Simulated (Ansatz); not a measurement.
BP

```
P B
1.0
     4.54830    0.00000    0.00000
     0.00000    0.00000   -4.54830
     0.00000    4.54830    0.00000
P B
4 4
Direct
  0.75000 0.75000 0.25000
  0.25000 0.75000 0.75000
  0.25000 0.25000 0.25000
  0.75000 0.25000 0.75000
  0.50000 0.50000 0.00000
  0.00000 0.50000 0.50000
  0.00000 0.00000 0.00000
  0.50000 0.00000 0.50000
```

Space group F-43m.

Theory: Kohn-Sham DFT of a periodic cell, PBE, Ansatz PAW (Ansatz 0.2.0).

What will maps of the valence pseudo-density and electron localisation function show?

B–P (1.97 Å): the density is about 0.89 e/Å³ at the midpoint; the ELF peaks at about 0.95 between the atoms: a shared electron pair.

Does the calculation make it a metal, or give it a gap?

It is gapped, with a Kohn–Sham gap of 1.3 eV on the k-point mesh, an upper bound to the gap of this method.

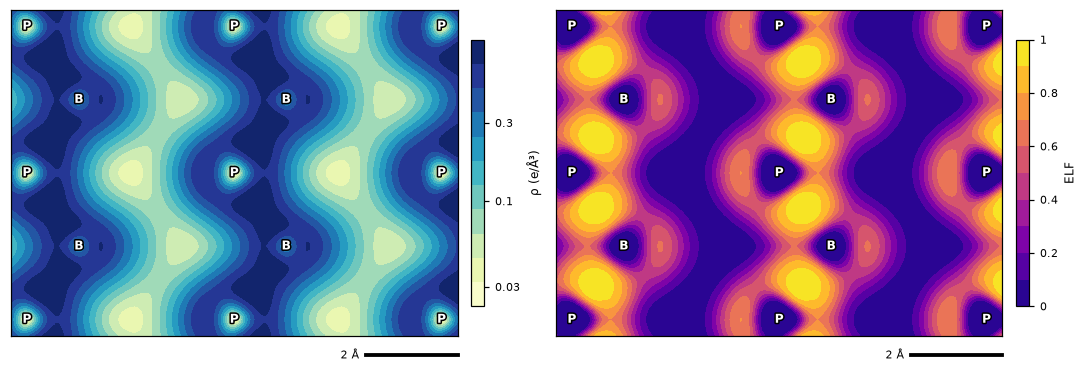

Computed valence pseudo-density and electron localisation function on the (101) plane of the conventional cell, in this order. 
